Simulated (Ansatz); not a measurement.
GaSe

```cif
data_structure
_symmetry_space_group_name_H-M 'P 1'
_symmetry_Int_Tables_number 1
_cell_length_a 3.8157
_cell_length_b 3.8157
_cell_length_c 18.0541
_cell_angle_alpha 90.000
_cell_angle_beta 90.000
_cell_angle_gamma 120.000
_cell_volume 227.64
loop_
_atom_site_label
_atom_site_type_symbol
_atom_site_fract_x
_atom_site_fract_y
_atom_site_fract_z
_atom_site_occupancy
Ga1 Ga 0.33333 0.66667 0.18163 1
Ga2 Ga 0.66667 0.33333 0.68163 1
Ga3 Ga 0.33333 0.66667 0.31837 1
Ga4 Ga 0.66667 0.33333 0.81837 1
Se1 Se 0.33333 0.66667 0.61675 1
Se2 Se 0.66667 0.33333 0.11675 1
Se3 Se 0.33333 0.66667 0.88325 1
Se4 Se 0.66667 0.33333 0.38325 1
```

Space group P6₃/mmc.

Method: Ansatz, DFT PBE, scalar-relativistic, plane waves, PAW.

The density is the valence pseudo-density of a PAW calculation; it isn't the true density close to the nuclei.

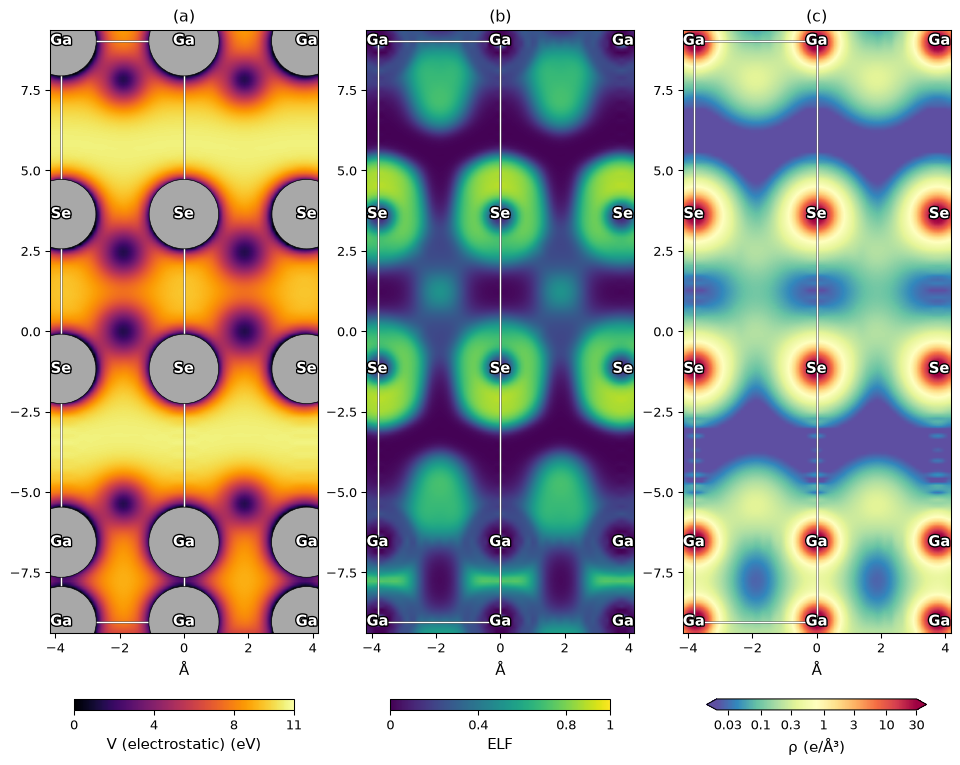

Figure 1. (a) electrostatic potential (local pseudopotential plus Hartree) felt by an electron; (b) electron localisation function; (c) valence charge density (pseudo) on the (100) plane of the conventional cell. Grey discs cover the atomic cores in the potential map.

Describe what can be read from this map.

Answer.
- The plane passes through Ga and Se nuclei.
- Ga–Ga (2.47 Å): the density is about 0.44 e/Å³ at the midpoint; the ELF peaks at about 0.75 between the atoms.
- The density dies away to nearly zero in the voids.
- The ELF also peaks beside Se, away from the bonds: lone-pair regions.
- Outside the cores the potential energy rises away from the atoms and is highest about 2.3 Å from the nearest atoms; its zero is arbitrary.

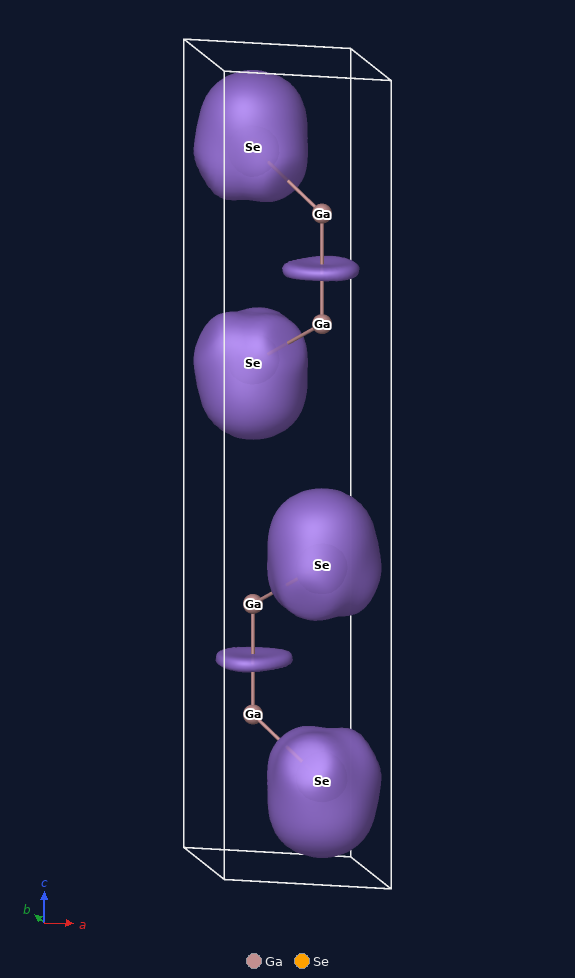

Figure 2. Isosurface of the ELF at 0.65 (purple), seen slightly off an axis. Only the valence region is drawn (cores and ρ < 0.01 e/Å³ removed). Sticks mark near contacts.

Describe the localisation domains.

Answer. The surface consists of two regions between bonded Ga–Ga atoms (shared pairs) and four regions on Se in which the atom's valence shell and bonds are merged, counted in one cell of 8 atoms. Any copies at cell faces, edges or corners count once.


 Ga–Se (2.50 Å): the ELF is about 0.70 at the midpoint.

Does the calculation give a band gap?

Answer. It is gapped, with a Kohn–Sham gap of 1.3 eV on the k-point mesh, an upper bound to the gap of this method.
